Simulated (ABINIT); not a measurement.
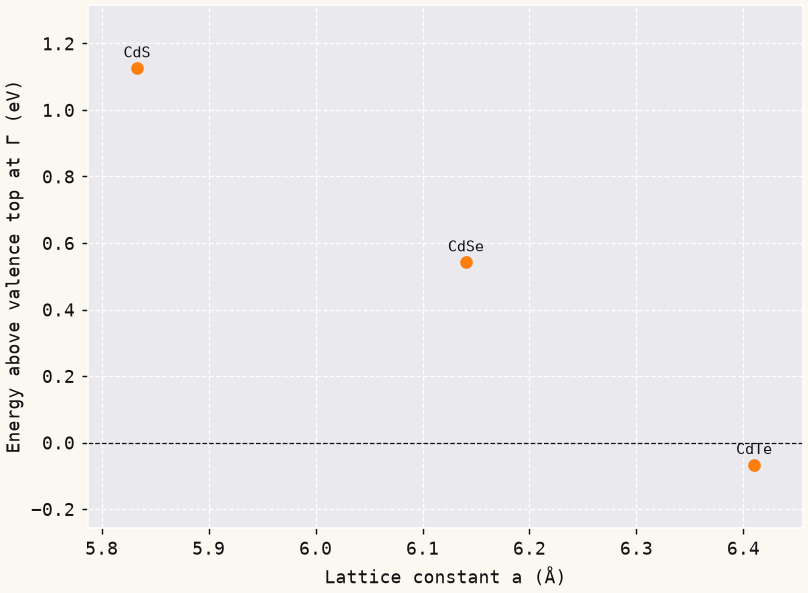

Lowest conduction level at Γ, counted from the valence-band top at Γ, for three zincblende crystals against the lattice constant, each in its database cell. A negative value at Γ means that the s-like level, then filled, lies under the p-like triplet: the bands are inverted and there is no gap. All by ABINIT with PBE, without spin-orbit coupling, no moments; potentials: JTH PAW PBE v2.0.

Question: How does the value at Γ change from S to Te?

Answer: CdS 1.13, CdSe 0.54 and CdTe −0.07 eV: it falls at each step to the heavier element.

| compound | a (Å) | k mesh | Γ (eV) |
| --- | --- | --- | --- |
| CdS | 5.833 | 8×8×8 | 1.13 |
| CdSe | 6.141 | 8×8×8 | 0.54 |
| CdTe | 6.410 | 7×7×7 | −0.07 |

Spin-orbit coupling is left out, which matters for Te and Se. LDA, GGA and most meta-GGA functionals understate gaps. The usual form of CdS is wurtzite, though both occur. The usual form of CdSe is wurtzite, though both occur. Semilocal functionals understate gaps, so an inversion may be the functional's error. The cells are as the databases list them, so they lie at different pressures for this functional.
